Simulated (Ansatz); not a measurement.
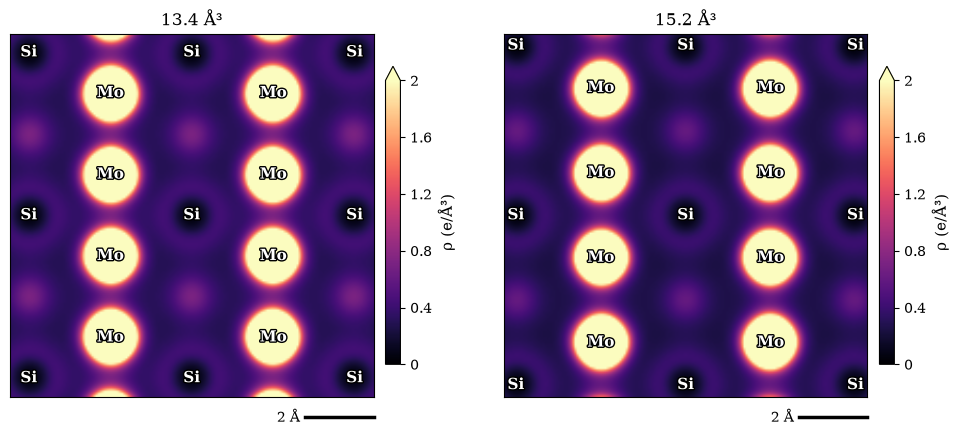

SiMo3. The valence charge density (pseudo) of cells scaled evenly to different volumes (given per atom above each panel), on the (010) plane of each (indices in the axes of the cell below), at one length scale and on one colour scale.

Computed without spin polarisation.

All numbers below come from DFT PBE, scalar-relativistic, plane waves, PAW (Ansatz 0.2.0).

Core electrons are frozen (PAW), and the valence fields are smoothed inside the atomic spheres.

The largest cell:

```cif
data_structure
_symmetry_space_group_name_H-M 'P 1'
_symmetry_Int_Tables_number 1
_cell_length_a 4.9550
_cell_length_b 4.9550
_cell_length_c 4.9550
_cell_angle_alpha 90.000
_cell_angle_beta 90.000
_cell_angle_gamma 90.000
_cell_volume 121.66
loop_
_atom_site_label
_atom_site_type_symbol
_atom_site_fract_x
_atom_site_fract_y
_atom_site_fract_z
_atom_site_occupancy
Si1 Si 0.00000 0.00000 0.00000 1
Si2 Si 0.50000 0.50000 0.50000 1
Mo1 Mo 0.25000 0.00000 0.50000 1
Mo2 Mo 0.50000 0.75000 0.00000 1
Mo3 Mo 0.75000 0.00000 0.50000 1
Mo4 Mo 0.50000 0.25000 0.00000 1
Mo5 Mo 0.00000 0.50000 0.75000 1
Mo6 Mo 0.00000 0.50000 0.25000 1
```

| volume (Å³/atom) | Mo–Mo contact in the plane (Å) | ρ at its midpoint (e/Å³) | pressure (GPa) | 
| --- | --- | --- | --- |
| 13.44 | 2.377 | 0.711 | 28.7 | 
| 14.61 | 2.444 | ? | ? | 
| 15.21 | 2.478 | 0.603 | −6.9 | 

**Estimate the missing row, and compare with the calculation.**

Over the known rows ln ρ falls by 1.63 per Å of Mo–Mo distance (the line through the two), which gives 0.637 e/Å³ at 2.444 Å; the calculation gives 0.637 e/Å³. For the pressure, a straight line in volume between the neighbouring rows gives 5.2 GPa; the calculation gives 2.7, lower because pressure rises ever faster on compression.
